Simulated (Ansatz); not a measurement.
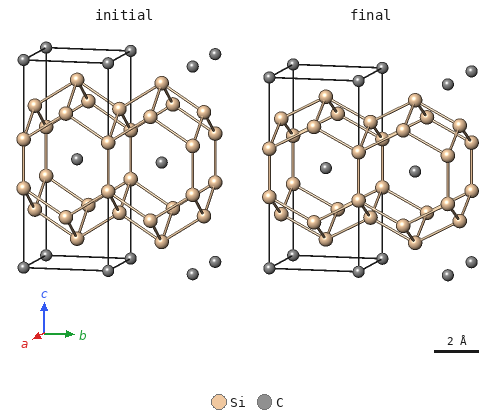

The structure of crystalline Si4C (a generated structure, set up in I4/mmm) before (left) and after (right) a relaxation, at one scale.

Style: ball-and-stick. Shown: the conventional cell (2 times the calculation's cell), repeated 1 × 2 × 1 with one cell outlined, slightly off an axis. Lengths and directions refer to the drawn axes.

All numbers below come from DFT PBE, scalar-relativistic, plane waves, PAW in Ansatz 0.2.0.

The input:
```yaml
crystal:
  lattice:
    - [-2.03415798, 2.03415798, 4.88054335]
    - [2.03415798, -2.03415798, 4.88054335]
    - [2.03415798, 2.03415798, -4.88054335]
  atoms:
    - { symbol: Si, position: [0.75, 0.25, 0.5] }
    - { symbol: Si, position: [0.6177941, 0.6177941, 0.0] }
    - { symbol: Si, position: [0.3822059, 0.3822059, 0.0] }
    - { symbol: Si, position: [0.25, 0.75, 0.5] }
    - { symbol: C, position: [0.0, 0.0, 0.0], spin: 1.23 }
basis:
  ecutwfc: 420
kpoints:
  mp_grid: { grid: [14, 14, 14] }
hamiltonian:
  xc: pbe
scf:
  occupations: { method: gaussian, width: 0.1 }
output:
  forces: true
  stress: true
  eigenvalues: true
  populations: true
  write_density: true
  write_potential: true
  elf: true
  volumetric_format: npy
magnetization:
  spin_polarized: true
relax:
  adjacent_minimum: "off"
  f_tol: 0.01
  max_steps: 80
  cell: { stress_tol: 0.05 }
```

Run as
```bash
ansatz run input.yaml --threads 1 --pin off --max-ram 2560MiB --backend cpu --events-out ev --progress --plain --runs-dir out
```

> What changed between the two?

After 5 accepted moves (7 points after the start) the energy has fallen by 0.115 eV per cell of the calculation. The largest force component goes from 0.27 to 0.00043 eV/Å. Pressure: −0.30 GPa at the start and 0.00 GPa at the end. The SCF was repeated twice at an unchanged geometry on a basis and grid sized afresh for the cell, which shifted the energy by 4.3 meV per cell of the calculation at most. The largest moves relative to the cell, 0.079 Å, are those of Si2 and Si3. Si3 goes along −c. C stays in place. Cell: a = b 4.068 → 4.294 Å (+5.5 %), c 9.761 → 8.972 Å (−8.1 %). Volume +2.4 %. Near-neighbour distances that change, for instance: Si2–Si3 2.300 → 2.271 Å, Si1–Si2 2.409 → 2.416 Å. Bond angles that change, for instance: Si2–Si1–Si2 115.2° → 125.4°, Si1–Si3–Si2 122.4° → 117.3°, Si1–Si3–Si4 73.3° → 77.9°. The space group stays I4/mmm (No. 139).
